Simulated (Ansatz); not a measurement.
**Al2Cu: density, localisation and related maps**

```cif
data_structure
_symmetry_space_group_name_H-M 'P 1'
_symmetry_Int_Tables_number 1
_cell_length_a 4.0927
_cell_length_b 4.0927
_cell_length_c 2.8385
_cell_angle_alpha 90.003
_cell_angle_beta 89.997
_cell_angle_gamma 90.001
_cell_volume 47.55
loop_
_atom_site_label
_atom_site_type_symbol
_atom_site_fract_x
_atom_site_fract_y
_atom_site_fract_z
_atom_site_occupancy
Al1 Al 0.50000 0.00000 0.50000 1
Al2 Al 0.00000 0.50000 0.50000 1
Cu1 Cu 0.00000 0.00000 0.00000 1
```

Space group P4/mmm; a structure from a database of computed crystals, not necessarily the ambient phase; changed on purpose from its base cell (all atoms moved at random, sigma 0.05 A a component, cell strained at random, sigma 0.06; relaxed back); computed without spin polarisation.

The calculation used DFT PBEsol, scalar-relativistic, plane waves, PAW in Ansatz.

In a PAW calculation such maps are meaningful between the atoms, not at the nuclei.

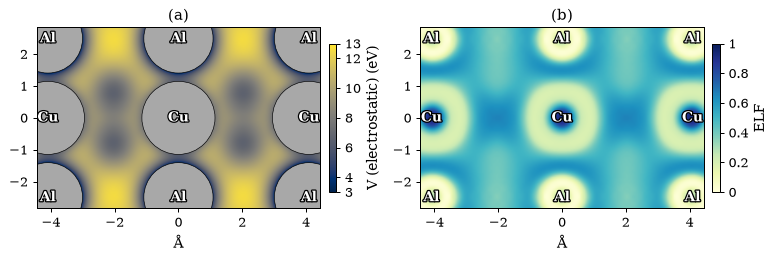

Figure 1. (a) electrostatic potential energy of an electron; (b) electron localisation function on the (101̄) plane of the conventional cell. Grey discs cover the atomic cores in the potential map.

### What does the map show?

- The section cuts through Al and Cu sites.
- Al–Cu (2.49 Å): the ELF peaks at about 0.65 between the atoms.
- The features right at Cu lie inside the PAW spheres, where the map follows smoothed inner orbitals and isn't to be read closely.
- Outside the cores the potential energy rises away from the atoms and is highest about 2.0 Å from the nearest atoms; its zero is arbitrary.

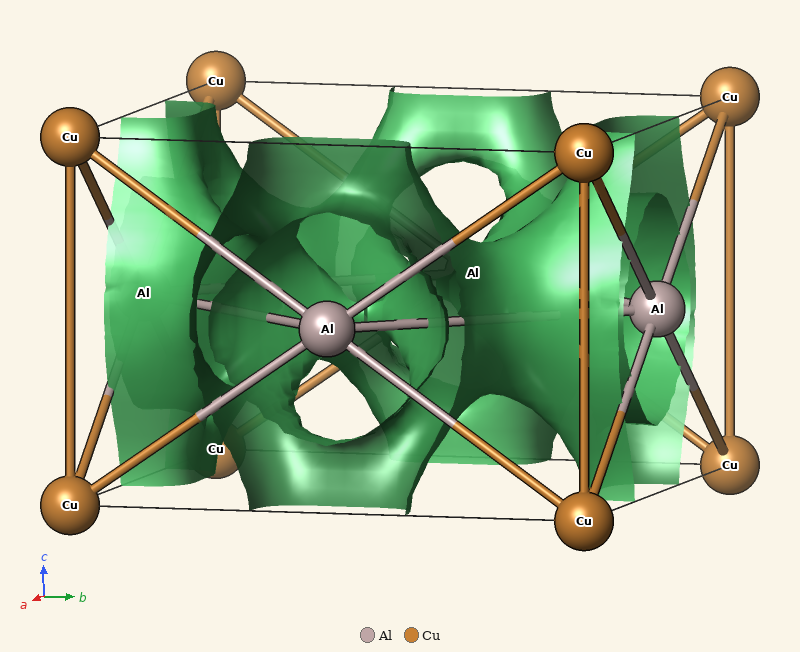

Figure 2. Isosurface of the ELF at 0.55 (green), seen slightly off an axis. Only the valence region is drawn (cores and ρ < 0.01 e/Å³ removed). Sticks mark near contacts.

### Where are the electrons localised?

The ELF exceeds this value in one network that runs through the whole crystal, counted in one cell of 3 atoms. Any copies at cell faces, edges or corners count once. Profiles from the grid: Al–Al (2.84 Å): the ELF peaks at about 0.65 between the atoms.

### Metal or insulator at this level of theory?

It is gapless in this calculation (a metal or semimetal).
